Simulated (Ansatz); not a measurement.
# Ta12H3N (slab): what the fields show

Input

```
crystal:
  lattice:
    - [5.6896945745, 0.0, 0.0]
    - [-1.8965648582, 5.3642954887, 0.0]
    - [0.0, 0.0, 24.2511161666]
  atoms:
    - { symbol: Ta, position: [0.25, 0.25, 0.3298817236] }
    - { symbol: Ta, position: [0.25, 0.75, 0.3298817236] }
    - { symbol: Ta, position: [0.75, 0.25, 0.3298817236] }
    - { symbol: Ta, position: [0.75, 0.75, 0.3298817236] }
    - { symbol: Ta, position: [0.5, 0.5, 0.4237625259] }
    - { symbol: Ta, position: [0.5, 0.0, 0.4237625259] }
    - { symbol: Ta, position: [0.0, 0.5, 0.4237625259] }
    - { symbol: Ta, position: [0.0, 0.0, 0.4237625259] }
    - { symbol: Ta, position: [0.75, 0.75, 0.5174602379] }
    - { symbol: Ta, position: [0.75, 0.25, 0.5174602379] }
    - { symbol: Ta, position: [0.25, 0.75, 0.5174602379] }
    - { symbol: Ta, position: [0.25, 0.25, 0.5174602379] }
    - { symbol: "N", position: [0.9517077955, 0.6672925723, 0.6420524414] }
    - { symbol: H, position: [0.969120744, 0.5323869287, 0.6694326244] }
    - { symbol: H, position: [0.7910577123, 0.7053067854, 0.6534869666] }
    - { symbol: H, position: [0.9166666667, 0.5833333333, 0.603229486] }
basis:
  ecutwfc: 420
kpoints:
  mp_grid: { grid: [4, 4, 1] }
hamiltonian:
  xc: pbe
  dispersion: d3bj
scf:
  occupations: { method: gaussian, width: 0.1 }
output:
  forces: true
  eigenvalues: true
  write_density: true
  write_potential: true
  elf: true
  volumetric_format: npy
relax:
  adjacent_minimum: "off"
  f_tol: 0.04
  max_steps: 100
  constraints: [{ sites: [0, 1, 2, 3] }]
efield:
  axis: 3
  dipole_correction: true
  ramp_width: 0.04
```

Launched as:

```sh
ansatz run input.yaml --threads 4 --pin off --max-ram 10240MiB --backend cpu --events-out ev --progress --plain --runs-dir out
```

The fields are those of the run's last geometry, not of the input's.

Computed with DFT PBE+D3(BJ), scalar-relativistic, plane waves, PAW (Ansatz).

The density is the valence pseudo-density of a PAW calculation; it isn't the true density close to the nuclei.

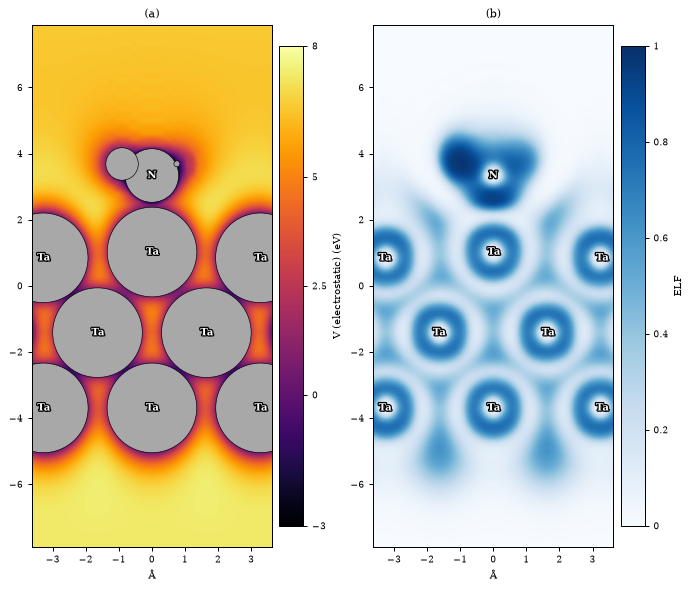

Figure 1. (a) electrostatic potential (local pseudopotential plus Hartree) felt by an electron; (b) ELF on the (11̄0) plane of the calculation cell, a cut from vacuum to vacuum. Grey discs cover the atomic cores in the potential map.

### Describe what can be read from this map.

Atoms in the plane: Ta and N.
Atoms just off the plane (H, 0.3 Å away) can leave unmarked features too.
Ta–N (2.31 Å): the ELF peaks at about 0.95 in the valence shell of N, 0.7 Å from its nucleus, and is about 0.20 at the midpoint (no shared electron pair shows on this line).
Ta–Ta (2.81 Å): the ELF is about 0.30 at the midpoint.
Ta–Ta (2.94 Å): the ELF is about 0.30 at the midpoint.
The features right at Ta lie inside the PAW spheres, where the map follows smoothed inner orbitals and isn't to be read closely.

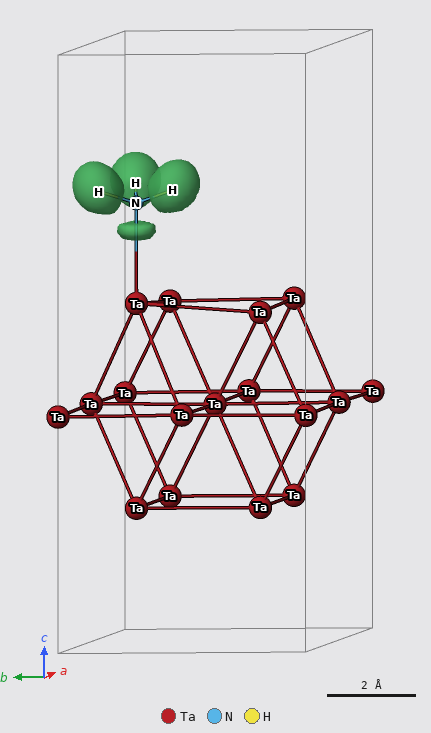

Figure 2. Isosurface of the ELF at 0.85 (green), seen at an oblique angle. Core shells and regions of very low density are left out. Sticks mark near contacts.

### What do the ELF domains correspond to?

The surface consists of three regions around hydrogen nuclei and one lobe of the valence shell of N pointing towards Ta, counted in one cell of 16 atoms. Counts are for one cell; the picture repeats the cell along the surface. Profiles from the grid: N–H (1.02 Å): the ELF climbs to about 1 towards the hydrogen, as it does in any bond to H (an ordinary covalent bond to hydrogen).

### Does the calculation make it a metal, or give it a gap?

It is metallic or semimetallic at this level of theory: no gap opens.
